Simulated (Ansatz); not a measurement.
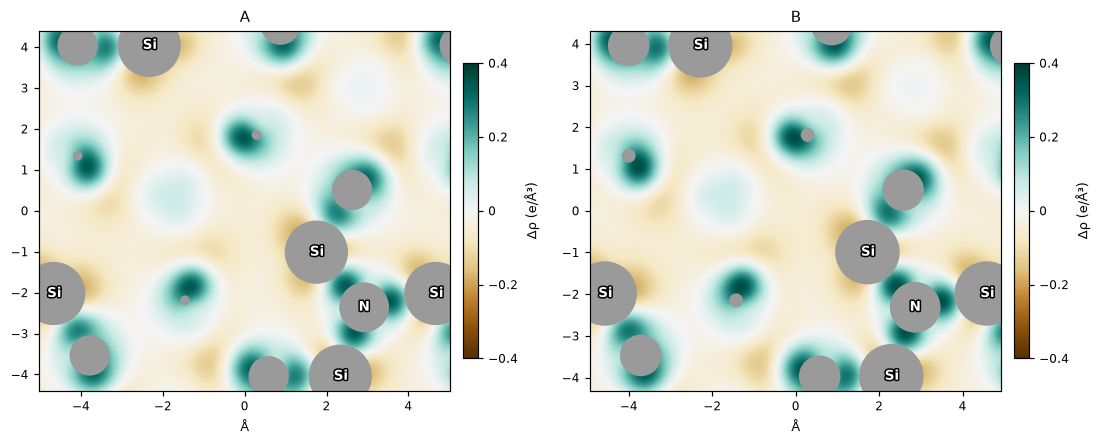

Si3N4: deformation density on the (111) plane of the conventional cell at two volumes, with the same fractional coordinates and one colour scale. Grey discs cover the cores. Panel A has 106 % of the volume of panel B.

Space group I-43d.

Computed with Ansatz, DFT PBE, scalar-relativistic, plane waves, PAW.

### How do bonds, bonding charge and pressure respond to this change of volume?

The pressure is 2 GPa in B and −12 GPa in A.
Bader charges in B: Si +3.10 and N −2.33 e; in A: Si +3.06 and N −2.30 e.
The rearranged charge is 0.34 e an atom in B and 0.33 e in A.
